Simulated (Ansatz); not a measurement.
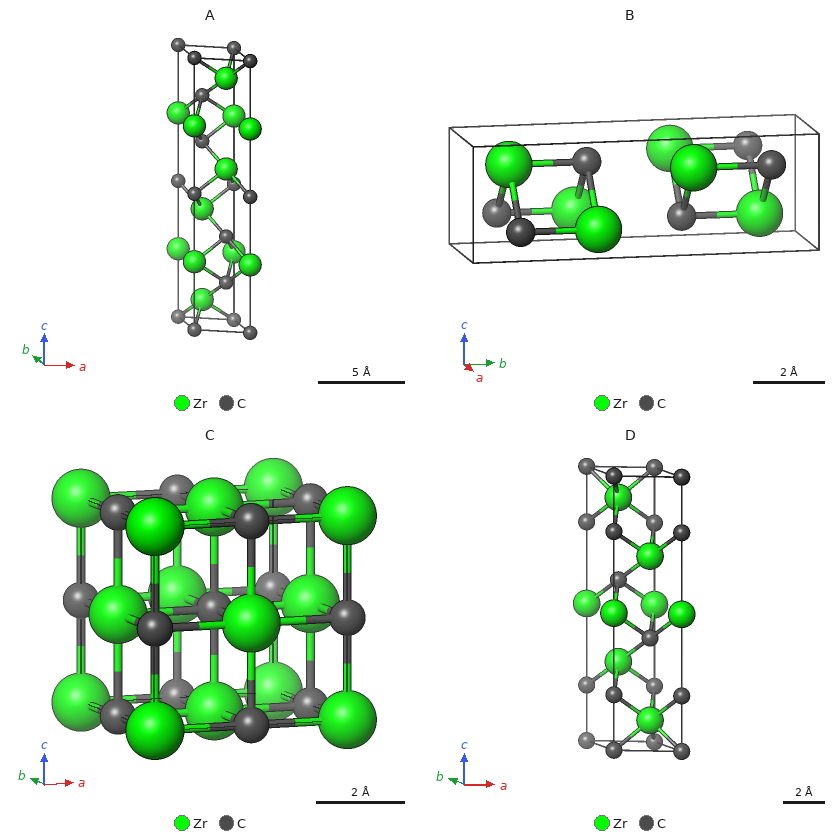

Four structures of ZrC, each relaxed to rest (conventional cells in solid outline, small ones repeated, each panel with its own scale). Method: DFT PBE, scalar-relativistic, plane waves, PAW in Ansatz, without spin polarisation.

### What are the structures shown?

A: 12 atoms a cell on a primitive hexagonal lattice, P6_3/mmc; B: 8 atoms a cell on a base-centred orthorhombic lattice, Cmcm; C: rock salt (NaCl type), Fm-3m; D: 10 atoms a cell on a primitive hexagonal lattice, P-3m1.

### Rank them by energy, lowest first.

C, then A (+67 meV/atom), D (+85 meV/atom) and B (+464 meV/atom), energies at zero smearing.

### Collect the results in a table.

| panel | structure | E − E(lowest) (meV/atom) | volume (Å³/atom) | gap (eV) |
| --- | --- | --- | --- | --- |
| C | Fm-3m | 0 | 13.0 | metal |
| A | P6_3/mmc | 67 | 13.1 | metal |
| D | P-3m1 | 85 | 13.1 | metal |
| B | Cmcm | 464 | 13.7 | metal |

Some of these may be structure types tried for this composition rather than known phases, and the most stable form need not be among them. Gaps are taken on the k-mesh or band path of each run.
